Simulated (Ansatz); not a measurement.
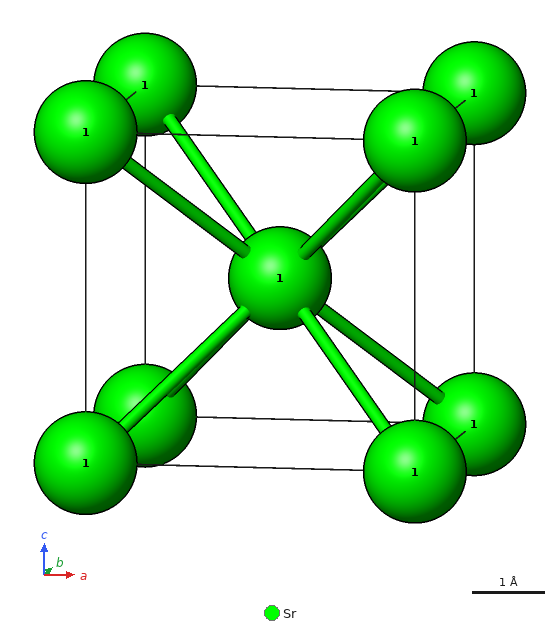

The starting point is crystalline Sr (set up in Im-3m). The picture is a ball-and-stick view of the conventional cell (2 times the calculation's cell), seen slightly off an axis. Lengths and directions refer to the drawn axes.

The calculation used DFT PBEsol, scalar-relativistic, plane waves, PAW in Ansatz 0.2.0. Settings: plane-wave cutoff 420 eV; occupations gaussian; smearing width 0.1 eV. The k-mesh is chosen for each cell (12×12×12, 22×22×22). Spin polarisation is switched on in some of the runs only.

Now this is done to it. Every strontium atom is replaced by manganese, which gives Mn. Cell and atoms are relaxed again (to zero pressure within 0.1 GPa, forces under 0.01 eV/Å).

Input
```yaml
crystal:
  lattice:
    - [-1.3774373029, 1.3774373029, 1.3774373029]
    - [1.3774373029, -1.3774373029, 1.3774373029]
    - [1.3774373029, 1.3774373029, -1.3774373029]
  atoms:
    - { symbol: Mn, position: [0.0, 0.0, 0.0], spin: 0.71 }
basis:
  ecutwfc: 420
kpoints:
  mp_grid: { grid: [22, 22, 22] }
hamiltonian:
  xc: pbesol
scf:
  occupations: { method: gaussian, width: 0.1 }
output:
  forces: true
  stress: true
  eigenvalues: true
  populations: true
  write_density: true
  write_potential: true
  elf: true
  volumetric_format: npy
magnetization:
  spin_polarized: true
relax:
  adjacent_minimum: "off"
  f_tol: 0.01
  max_steps: 60
  cell: { stress_tol: 0.1 }
```

Run as
```bash
ansatz run input.yaml --threads 1 --pin off --max-ram 2560MiB --backend cpu --events-out ev --progress --plain --runs-dir out
```

Question: Predict the response.

Answer: The volume per atom goes from 50.92 to 10.46 Å³. The drawn cell changes as follows: a = b = c 4.670 → 2.756 Å (−41.0 %); the volume changes by −79.5 %. The space group stays Im-3m (No. 229). The absolute magnetisation per cell goes from 0.00 to 0.63 μB (net moment 0.00 and 0.63 μB). Both are metals.

Drawn alike, the variant:

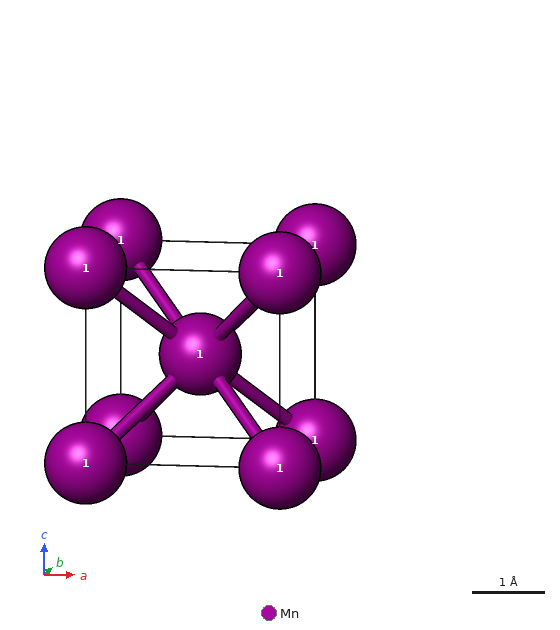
